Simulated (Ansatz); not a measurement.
HC₂₄ (slab)

Input

```
crystal:
  lattice:
    - [4.9299480855, 0.0, 0.0]
    - [-2.4649740427, 4.2694602813, 0.0]
    - [0.0, 0.0, 25.7441729792]
  atoms:
    - { symbol: C, position: [0.0, 0.0, 0.3301718026] }
    - { symbol: C, position: [0.0, 0.5, 0.3301718026] }
    - { symbol: C, position: [0.5, 0.0, 0.3301718026] }
    - { symbol: C, position: [0.5, 0.5, 0.3301718026] }
    - { symbol: C, position: [0.1666666667, 0.3333333333, 0.3301718026] }
    - { symbol: C, position: [0.1666666667, 0.8333333333, 0.3301718026] }
    - { symbol: C, position: [0.6666666667, 0.3333333333, 0.3301718026] }
    - { symbol: C, position: [0.6666666667, 0.8333333333, 0.3301718026] }
    - { symbol: C, position: [0.0, 0.0, 0.4611562585] }
    - { symbol: C, position: [0.0, 0.5, 0.4611562585] }
    - { symbol: C, position: [0.5, 0.0, 0.4611562585] }
    - { symbol: C, position: [0.5, 0.5, 0.4611562585] }
    - { symbol: C, position: [0.3333333333, 0.1666666667, 0.4611562585] }
    - { symbol: C, position: [0.3333333333, 0.6666666667, 0.4611562585] }
    - { symbol: C, position: [0.8333333333, 0.1666666667, 0.4611562585] }
    - { symbol: C, position: [0.8333333333, 0.6666666667, 0.4611562585] }
    - { symbol: C, position: [0.0, 0.0, 0.5921407144] }
    - { symbol: C, position: [0.0, 0.5, 0.5921407144] }
    - { symbol: C, position: [0.5, 0.0, 0.5921407144] }
    - { symbol: C, position: [0.5, 0.5, 0.5921407144] }
    - { symbol: C, position: [0.1666666667, 0.3333333333, 0.5921407144] }
    - { symbol: C, position: [0.1666666667, 0.8333333333, 0.5921407144] }
    - { symbol: C, position: [0.6666666667, 0.3333333333, 0.5921407144] }
    - { symbol: C, position: [0.6666666667, 0.8333333333, 0.5921407144] }
    - { symbol: H, position: [0.25, 0.25, 0.6232157076] }
basis:
  ecutwfc: 420
kpoints:
  mp_grid: { grid: [6, 6, 1] }
hamiltonian:
  xc: pbe
  dispersion: d3bj
scf:
  occupations: { method: gaussian, width: 0.1 }
output:
  forces: true
  eigenvalues: true
  write_density: true
  write_potential: true
  elf: true
  volumetric_format: npy
relax:
  adjacent_minimum: "off"
  f_tol: 0.03
  max_steps: 70
  constraints: [{ sites: [0, 1, 2, 3, 4, 5, 6, 7] }]
efield:
  axis: 3
  dipole_correction: true
```

Run with:

```sh
ansatz run input.yaml --threads 2 --pin off --max-ram 5120MiB --backend cpu --events-out ev --progress --plain --runs-dir out
```

The fields are those of the run's last geometry, not of the input's.

Computed without spin polarisation.

Method: DFT PBE+D3(BJ), scalar-relativistic, plane waves, PAW (Ansatz).

In a PAW calculation such maps are meaningful between the atoms, not at the nuclei.

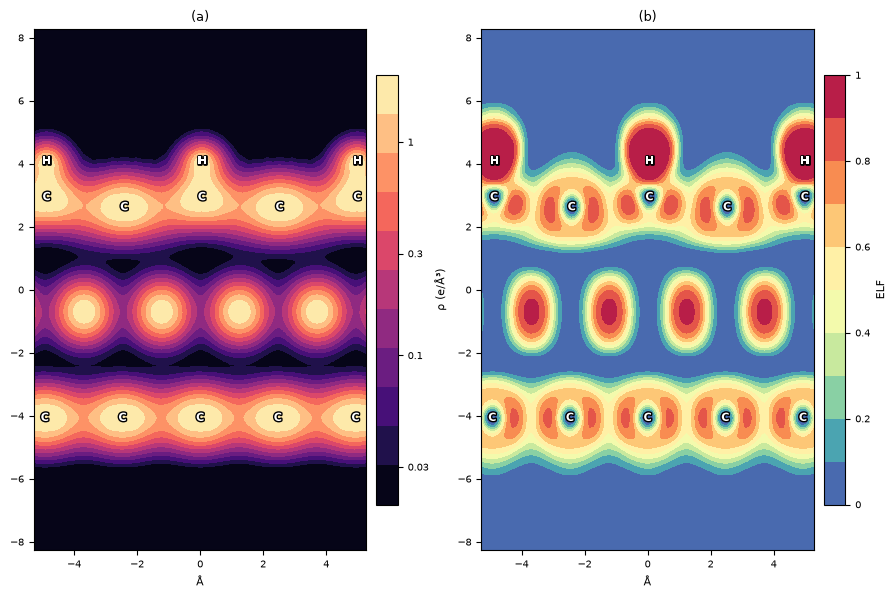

Figure 1. (a) valence charge density (pseudo); (b) electron localisation function on the (010) plane of the calculation cell, a cut from vacuum to vacuum.

What does the map show?

Answer.
- The plane passes through C and H nuclei.
- Atoms just off the plane (C, 0.7 Å away) can leave unmarked features too.
- C–H (1.13 Å): ρ at the midpoint is about 1.8 e/Å³; the ELF climbs to about 1 towards the hydrogen, as it does in any bond to H; a covalent bond by its length.
- The density dies away to nearly zero in the vacuum.

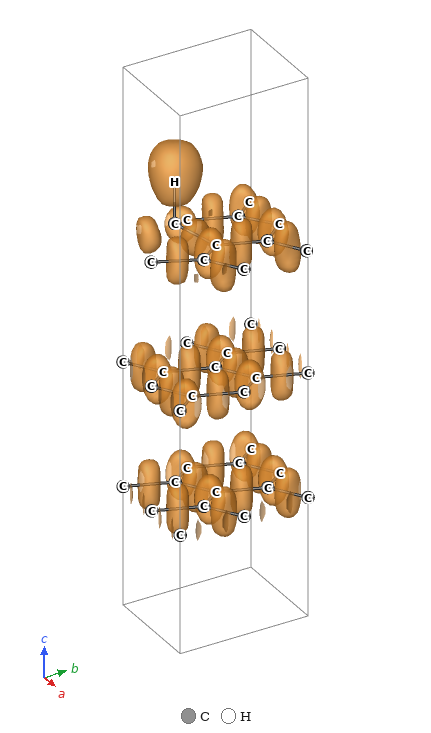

Figure 2. Isosurface of the ELF at 0.8 (orange), seen slightly off an axis. Only the valence region is drawn (cores and ρ < 0.01 e/Å³ removed). Sticks mark near contacts.

What do the ELF domains correspond to?

Answer. The surface consists of 36 regions between bonded C–C atoms and one region around a hydrogen nucleus, counted in one cell of 25 atoms. Counts are for one cell; the picture repeats the cell along the surface. Along the contacts the grid gives the following. C–C (1.41 Å): the ELF peaks at about 0.95 between the atoms.

Does the calculation make it a metal, or give it a gap?

Answer. It is metallic or semimetallic at this level of theory: no gap opens.
